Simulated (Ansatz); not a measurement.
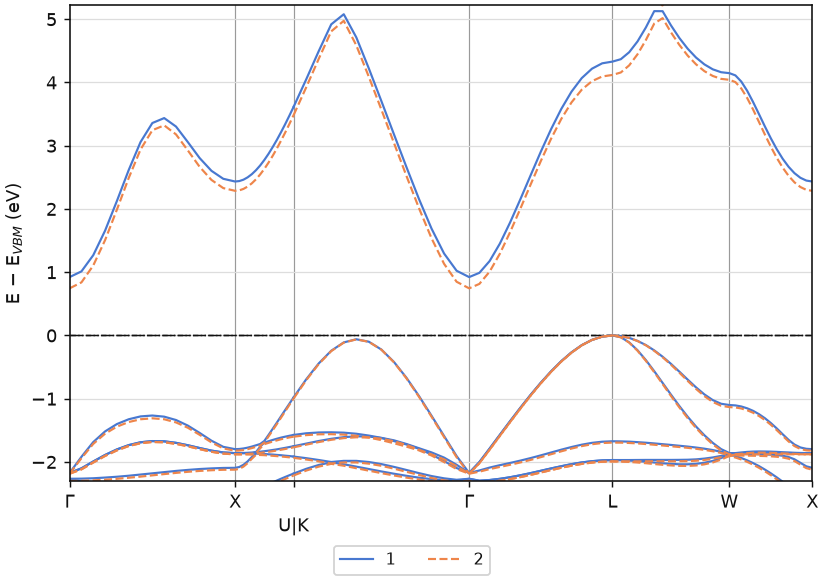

Band structures of AgCl, space group Fm-3m, 2 atoms in the cell, by two methods on the same cell. Each is counted from its own valence-band top.

Q: Which curve is which? The methods: PBE, PBEsol.

A: 1 is PBE; 2 is PBEsol. PBE gives a gap of 0.92 eV along the path and PBEsol gives a gap of 0.74 eV along the path.

Settings. PBE: DFT PBE, scalar-relativistic, plane waves, PAW, no spin polarisation, 8×8×8 k mesh, 420 eV cutoff (Ansatz). PBEsol: DFT PBEsol, scalar-relativistic, plane waves, PAW, no spin polarisation, 8×8×8 k mesh, 420 eV cutoff (Ansatz).

The structure is an invented one, so it need not be a known or stable phase. The starting guess was a poor one.
